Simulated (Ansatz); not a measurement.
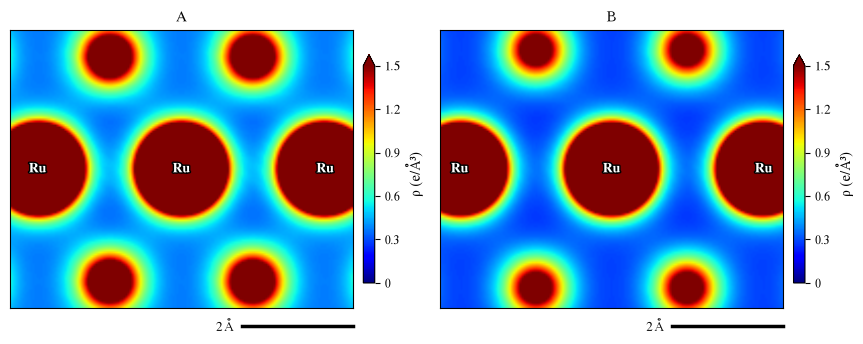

Ru. The valence electron density of two cells that differ in size, on the (101̄) plane of each (indices in the axes of the calculation cell), at one length scale and on one colour scale; one has 11.9 and the other 14.0 Å³ an atom.

The calculation used Ansatz, DFT, r2SCAN, plane waves (500 eV) with PAW, scalar-relativistic.

Core electrons are frozen (PAW), and the valence fields are smoothed inside the atomic spheres.

The larger cell:

```
CELL_PARAMETERS angstrom
-1.84400 1.51196 1.34968
1.51196 -1.84400 1.34968
3.33964 3.33964 -1.95782
ATOMIC_POSITIONS crystal
Ru 0.95845 0.04155 0.00000
Ru 0.79155 0.20845 0.50000
```

The smaller cell: a = 2.592 Å, b = 2.592 Å, c = 4.836 Å, α = 105.53°, β = 105.53°, γ = 120.00°.

Which panel shows the smaller cell, and what does the compression change?

Answer. Panel A is the smaller cell, by 15 % in volume. From the larger cell to the smaller, Ru–Ru goes from 2.74 to 2.59 Å, and the density at its midpoint from 0.36 to 0.47 e/Å³; the pressure goes from −12 to 58 GPa.
